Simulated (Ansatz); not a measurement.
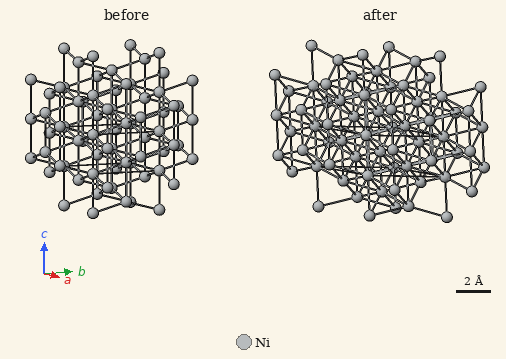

The structure of solid Ni (a generated structure, set up in I4_1/amd) before (left) and after (right) a relaxation, at one scale.

A ball-and-stick model of the conventional cell (2 times the calculation's cell), repeated 1 × 1 × 2 with one cell outlined, seen slightly off an axis. Lengths and directions refer to the drawn axes.

Phase: beta-Sn type.

Theory: Ansatz 0.2.0, DFT, PBE, plane waves (420 eV) with PAW, scalar-relativistic. Settings: plane-wave cutoff 420 eV; k-point mesh 15 × 15 × 10; occupations fermi dirac; smearing width 0.05 eV; collinear spin; cell and atoms relaxed; force threshold 0.01 eV/Å; at most 60 steps.

> What changed between the two?

The run was cut off at its time limit before the relaxation converged, so the last structure is only a point on the way. The energy falls by 401 meV per atom in 20 accepted moves (23 points after the start). Largest force component: 0.001 eV/Å at the start, 0.027 eV/Å at the end. The pressure goes from 7.99 to −0.48 GPa. The line search rejected the trial steps at points 11, 17 of the run. The SCF was repeated once at an unchanged geometry on a basis and grid sized afresh for the cell, which shifted the energy by 73.0 meV per atom at most. The largest moves relative to the cell, 0.057 Å, are those of Ni atoms. The drawn cell changes as follows: a = b 4.382 → 4.707 Å (+7.4 %), c 2.393 → 2.450 Å (+2.4 %), α 90.0° → 94.1°, β 90.0° → 94.1°, γ 90.0° → 54.8°; the volume changes by −3.8 %. Among the contacts that change: Ni–Ni 3.322 → 2.487 Å, Ni–Ni 2.271 → 2.443 Å, Ni–Ni 2.393 → 2.450 Å. New bonds form: Ni–Ni (3.32 → 2.49 Å). Bond angles that change, for instance: Ni–Ni–Ni 94.0° → 132.9°, Ni–Ni–Ni 94.0° → 61.4°, Ni–Ni–Ni 94.0° → 121.4°. The space group (tolerance 0.01 Å) goes from I4_1/amd (No. 141) to C2/c (No. 15). Cost: 30 min on 1 thread of Intel(R) Xeon(R) Platinum 8259CL CPU @ 2.50GHz (Skylake/Cascade Lake) (shared host), peak memory 0.87 GiB.
